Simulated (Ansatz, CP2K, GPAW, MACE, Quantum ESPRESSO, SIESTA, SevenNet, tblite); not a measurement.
# CP2K runs on twisted graphene bilayer, 46.83° (76 atoms), part 4 of 4

How do the settings of CP2K change the result for twisted graphene bilayer, 46.83° (76 atoms)? A plane-wave run serves as the yardstick.

Program: CP2K 2026.2; the method stands at each step. Banners, paths, timers and routine set-up lines are dropped from the logs unmarked, and long logs keep their key lines alone; longer cuts are marked.

So far. Step 9 (PBE, DZVP-MOLOPT-SR, 157/50 Ry, diagonalisation): Against the first run (1.8 %), the force difference from the reference is 2.3 %, at 0.71 times the CPU time: the grid matters here. Step 10 (PBE+D3(BJ), DZVP-MOLOPT-SR, 450/50 Ry, diagonalisation): Against the first run (1.8 %), the force difference from the reference is 2.6 %, at 1.00 times the CPU time; the model has changed, so this is no error of the program alone.

## (11) PBE, DZVP-MOLOPT-SR, 450/30 Ry, diagonalisation

Method: Kohn-Sham DFT, PBE, GTH-PBE pseudopotentials, Gaussian and plane waves, DZVP-MOLOPT-SR-GTH, diagonalisation.

Input file input.inp:

```
&GLOBAL
  PROJECT cell
  RUN_TYPE ENERGY_FORCE
  PRINT_LEVEL LOW
&END GLOBAL
&FORCE_EVAL
  METHOD QS
  &DFT
    BASIS_SET_FILE_NAME BASIS_MOLOPT
    POTENTIAL_FILE_NAME GTH_POTENTIALS
    &MGRID
      CUTOFF 450
      REL_CUTOFF 30
    &END MGRID
    &QS
      EPS_DEFAULT 1.0E-12
    &END QS
    &SCF
      SCF_GUESS ATOMIC
      EPS_SCF 1.0E-06
      MAX_SCF 200
      ADDED_MOS 34
      &DIAGONALIZATION
        ALGORITHM STANDARD
      &END DIAGONALIZATION
      &SMEAR ON
        METHOD FERMI_DIRAC
        ELECTRONIC_TEMPERATURE [K] 580
      &END SMEAR
      &MIXING
        METHOD BROYDEN_MIXING
        ALPHA 0.15
        NBROYDEN 8
      &END MIXING
      &PRINT
        &RESTART OFF
        &END RESTART
      &END PRINT
    &END SCF
    &XC
      &XC_FUNCTIONAL PBE
      &END XC_FUNCTIONAL
    &END XC
    &PRINT
      &MULLIKEN ON
      &END MULLIKEN
      &LOWDIN ON
      &END LOWDIN
      &MO ON
        EIGENVALUES T
        OCCUPATION_NUMBERS T
        MO_INDEX_RANGE 141 164
        &EACH
          QS_SCF 0
        &END EACH
        ADD_LAST NUMERIC
      &END MO
    &END PRINT
  &END DFT
  &SUBSYS
    &CELL
      A 10.72290 0.00000 0.00000
      B -5.36145 9.28630 0.00000
      C 0.00000 0.00000 15.53000
    &END CELL
    &COORD
      SCALED
[... 76 atom lines left out: the same atoms as in the first run ...]
    &END COORD
    &KIND C
      BASIS_SET DZVP-MOLOPT-SR-GTH-q4
      POTENTIAL GTH-PBE-q4
    &END KIND
  &END SUBSYS
  &PRINT
    &FORCES ON
    &END FORCES
  &END PRINT
&END FORCE_EVAL
```

The run is started by

```bash
$ OMP_NUM_THREADS=2 cp2k.psmp -i input.inp > output.txt
```

Numbers of over 12 decimals in the logs are rounded to 6 here.

The program printed:

```text
CP2K| version string:                                       CP2K version 2026.2
 CP2K| Input file name                                                 input.inp
 GLOBAL| Basis set file name                                        BASIS_MOLOPT
 GLOBAL| Potential file name                                      GTH_POTENTIALS
 GLOBAL| Run type                                                   ENERGY_FORCE
 GLOBAL| Total number of message passing processes                             1
 GLOBAL| Number of threads for this process                                    2
[... lines left out ...]
                        Smear method:                                FERMI_DIRAC
[... lines left out ...]
 Number of electrons:                                                        304
[... lines left out ...]
  Step     Update method      Time    Convergence         Total energy    Change
[... lines left out ...]
  *** SCF run converged in    23 steps ***
[... lines left out ...]
  Fermi energy:                                                 0.000853035
  Total energy:                                              -432.542378
  Total energy (extrapolated to T->0):                       -432.542378
[... lines left out ...]
 MO| E(Fermi):            0.000853 a.u.          0.023212 eV
[... lines left out ...]
       2     C        1          3.998784                              0.001216
       3     C        1          4.007238                             -0.007238
[...]
# Total charge                            304.000000                 -0.000000
 !-----------------------------------------------------------------------------!
 LOWDIN POPULATION ANALYSIS
 #  Atom  Element  Kind  Atomic population                           Net charge
[...]
75     C        1          4.013494                             -0.013494
      76     C        1          3.991214                              0.008786
 # Total charge                            304.000000                 -0.000000
 ENERGY| Total FORCE_EVAL ( QS ) energy [hartree]           -432.542367
 FORCES| Atomic forces [hartree/bohr]
 FORCES|   Atom     x               y               z               |f|
 FORCES|      1 -2.50848951E-02  7.32051994E-02  2.60108194E-02   8.16383238E-02
 FORCES|      2 -1.38136997E-02 -6.59247087E-02 -2.53083695E-03   6.74039365E-02
 FORCES|      3  5.06565315E-02 -9.90052191E-03  3.46250196E-03   5.17309717E-02
[...]
FORCES|     75  9.93411333E-02  3.14967362E-02  2.54552394E-03   1.04245791E-01
 FORCES|     76 -3.17743300E-02  5.40104373E-02  1.98491743E-02   6.57322227E-02
 FORCES| Sum    -3.08281754E-04 -1.58146268E-05  1.23958320E-05
 FORCES| Total atomic force                                       3.08935914E-04
```

The job ended after 2.2 min (2 threads of Arm Neoverse V2, shared host; peak memory 2.9 GiB).

Compared with the plane-wave run:

```
r.m.s. force component                          : 3.024 eV/Å
r.m.s. difference of force components           : 53.41 meV/Å
longest difference of force vectors             : 183.6 meV/Å
force difference over r.m.s. force              : 1.794 %
slope of forces against the reference's         : 1.016
correlation of force components                 : 1
energy less the same-level run's                : -0.1561 meV/atom
r.m.s. force difference from the same-level run : 0.621 meV/Å
```

This is a coarse setting, run to see what it loses.

Against the first run (1.8 %), the force difference from the reference is 1.8 %, at 0.83 times the CPU time: the change moves forces by 0.62 meV/Å r.m.s., so most of the difference comes from elsewhere.

## (12) The ladder

Differences are against the plane-wave reference, forces as r.m.s. over components; share is that over the reference's r.m.s. force, slope the least-squares factor from reference forces to these. Total energies of different programs have different zeros and aren't compared.

```tsv
run	Δ force, r.m.s. (meV/Å)	share (%)	slope	cores	CPU time	memory (GiB)
reference	-	-	-	8	45 s	1.4
CP2K PBE, DZVP-MOLOPT-SR, 450/50 Ry, diagonalisation	53.3	1.79	1.016	2	4.8 min	2.9
CP2K GFN1-xTB, diagonalisation	170	5.70	0.971	1	2.2 s	0.2
CP2K PBE, SZV-MOLOPT-SR, 450/50 Ry, diagonalisation (coarse)	796	26.7	1.264	1	2.9 min	2.8
CP2K PBE, TZV2P-UZH, 450/50 Ry, diagonalisation	16.1	0.539	1.004	4	15 min	4.5
CP2K PBE, DZVP-UZH, 450/50 Ry, diagonalisation	52.9	1.78	1.017	4	6 min	3.8
CP2K TPSS, PBE potentials, DZVP-MOLOPT-SR, 450/50 Ry, diagonalisation	70.6	2.37	1.022	2	11 min	3.1
CP2K BLYP, DZVP-MOLOPT-SR, 450/50 Ry, diagonalisation	55.8	1.88	0.995	2	4.6 min	3.0
CP2K PBE, DZVP-MOLOPT-SR, 157/50 Ry, diagonalisation (coarse)	67.7	2.27	1.017	2	3.5 min	0.81
CP2K PBE+D3(BJ), DZVP-MOLOPT-SR, 450/50 Ry, diagonalisation	76.3	2.56	1.021	2	4.8 min	3.0
CP2K PBE, DZVP-MOLOPT-SR, 450/30 Ry, diagonalisation (coarse)	53.4	1.79	1.016	2	4 min	2.9
```

Rows marked coarse were listed beforehand as settings not expected to be converged; some can still land near the reference.

CPU time is summed over cores on a shared host, where runs went side by side, so it is rough. Symmetry, cutoffs, thresholds, outputs and thread counts weren't matched or tuned between programs; memory under MPI is the largest rank's times the ranks.

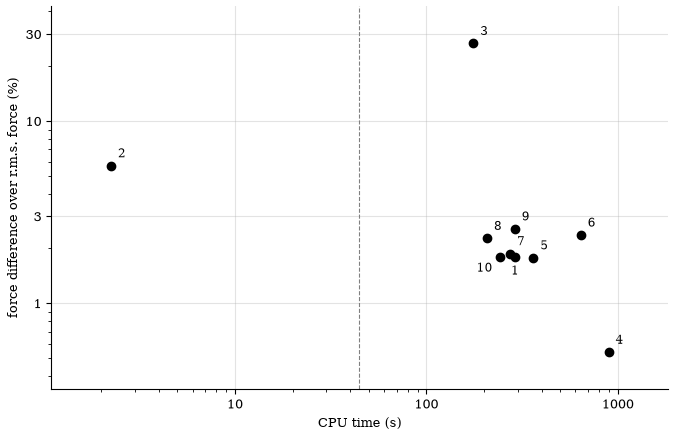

Force difference against CPU time; the dashed line marks the reference's time. Points: 1 CP2K PBE, DZVP-MOLOPT-SR, 450/50 Ry, diagonalisation; 2 CP2K GFN1-xTB, diagonalisation; 3 CP2K PBE, SZV-MOLOPT-SR, 450/50 Ry, diagonalisation; 4 CP2K PBE, TZV2P-UZH, 450/50 Ry, diagonalisation; 5 CP2K PBE, DZVP-UZH, 450/50 Ry, diagonalisation; 6 CP2K TPSS, PBE potentials, DZVP-MOLOPT-SR, 450/50 Ry, diagonalisation; 7 CP2K BLYP, DZVP-MOLOPT-SR, 450/50 Ry, diagonalisation; 8 CP2K PBE, DZVP-MOLOPT-SR, 157/50 Ry, diagonalisation; 9 CP2K PBE+D3(BJ), DZVP-MOLOPT-SR, 450/50 Ry, diagonalisation; 10 CP2K PBE, DZVP-MOLOPT-SR, 450/30 Ry, diagonalisation.

Within one program, basis, potentials and functional, energies share a zero. Each run against its twin at the usual cutoff or grid and solver:

```tsv
run	twin	Δ energy (meV/atom)	Δ force, r.m.s. (meV/Å)	CPU time over the twin's
CP2K PBE, DZVP-MOLOPT-SR, 157/50 Ry, diagonalisation	DZVP-MOLOPT-SR, 450/50 Ry, diagonalisation	-0.545	36.4	0.71
CP2K PBE, DZVP-MOLOPT-SR, 450/30 Ry, diagonalisation	DZVP-MOLOPT-SR, 450/50 Ry, diagonalisation	-0.156	0.621	0.83
```

Further runs of this program without a result: CP2K SCC-DFTB, diagonalisation (not converged).

## (13) What came out

* nearest in forces: CP2K PBE, TZV2P-UZH, 450/50 Ry, diagonalisation, 0.54 %
* its CPU time: 15 min

The PBE runs in local orbitals, coarse settings apart, differ by 0.54 % (CP2K PBE, TZV2P-UZH, 450/50 Ry, diagonalisation) to 1.8 % (CP2K PBE, DZVP-MOLOPT-SR, 450/50 Ry, diagonalisation); basis, grid and potentials can all enter. Tight binding differs by 5.7 % (CP2K GFN1-xTB, diagonalisation); it is another model, with fitted parameters of its own, and the xTB methods hold dispersion. Rows with another functional or a dispersion term differ by 1.9 % (CP2K BLYP, DZVP-MOLOPT-SR, 450/50 Ry, diagonalisation) to 2.6 % (CP2K PBE+D3(BJ), DZVP-MOLOPT-SR, 450/50 Ry, diagonalisation), which mixes the change of model with differences of basis and potentials, some of them made for another functional. Runs with settings chosen to be coarse differ by 1.8 % (CP2K PBE, DZVP-MOLOPT-SR, 450/30 Ry, diagonalisation) to 27 % (CP2K PBE, SZV-MOLOPT-SR, 450/50 Ry, diagonalisation), their programs' other errors included. One electronic-structure run takes under half the reference's CPU time: CP2K GFN1-xTB, diagonalisation, at 5.7 % in 2.2 s against 45 s. CP2K PBE, SZV-MOLOPT-SR, 450/50 Ry, diagonalisation stiffens the forces by a factor of 1.26 while following their directions (correlation 0.999); the slopes of the 10 CP2K runs lie between 0.97 and 1.26. Periodic xTB results under one method name differ between programs and library versions. The reference's PBE has no dispersion term, which matters for the binding between molecules or layers. One k-point is far too coarse for the carbon or group-IV sheet, and it can put spurious forces of up to about 1 eV/Å on the sheet's atoms. The electronic-structure runs sample only Γ, in a cell whose shortest periodic width is 9 Å.

[Also dropped from logs without a mark: logging warnings of Python, and SIESTA's first energy breakdown and zero terms.]

[Logs are printed without paths, hosts, clocks, repeated set-up lines and the standing remarks that a program may print on its own settings, such as how far it seeks lower states.]

[Hosts, paths, dates, database ids (printed as entryN), source tags and the programs' standing remarks are cut or masked in the printed files.]
